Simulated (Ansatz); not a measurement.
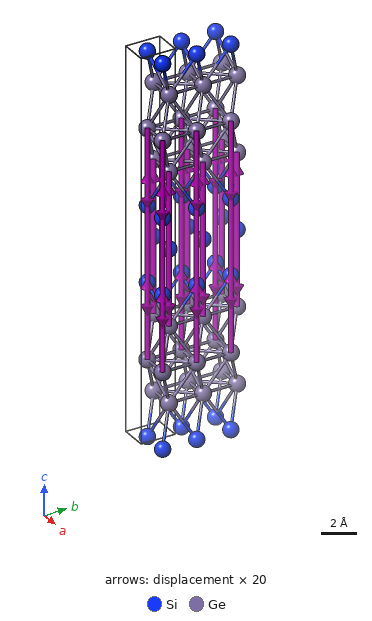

This is a relaxation of a crystal of Si2Ge3 (a generated structure, set up in P-6m2) (coarse preliminary run). The starting structure is drawn; purple arrows show the displacements (the part carried along by the change of the cell is left out), 20 times their true length.

The picture is a ball-and-stick view of the cell of the calculation, repeated 2 × 3 × 1 with one cell outlined, seen slightly off an axis.

Computed with Ansatz, DFT PBE, scalar-relativistic, plane waves, PAW. Set-up: plane-wave cutoff 420 eV; k-point mesh 6 × 6 × 1; occupations gaussian; smearing width 0.1 eV; no spin polarisation; cell and atoms relaxed; force threshold 0.04 eV/Å; at most 70 steps.

> Describe the change and its energy.

The largest moves relative to the cell, 0.44 Å, are those of Ge atoms. Largest moves by element: Ge 0.44 Å, Si 0.34 Å. The drawn cell changes as follows: a = b 2.955 → 3.012 Å (+2.0 %), c 23.342 → 22.263 Å (−4.6 %); the volume changes by −0.9 %. Some distances before and after: Si–Si 2.891 → 2.567 Å, Ge–Ge 2.891 → 3.040 Å, Ge–Si 2.891 → 2.747 Å, Ge–Ge 2.891 → 2.975 Å. Bond angles that change, for instance: Si–Ge–Si 61.5° → 66.5°, Ge–Si–Ge 61.5° → 66.5°, Ge–Si–Ge 107.7° → 103.6°. The space group stays P-6m2 (No. 187). The energy falls by 72.1 meV per atom in 4 accepted moves (6 points after the start). The largest force component goes from 0.45 to 0.02 eV/Å. Pressure: −1.28 GPa at the start and 0.21 GPa at the end. The line search rejected the trial step at point 3 of the run. At 1 point the geometry stayed and the basis and grid were re-selected for the new cell (energy shift of less than 0.05 meV per atom at most each time).
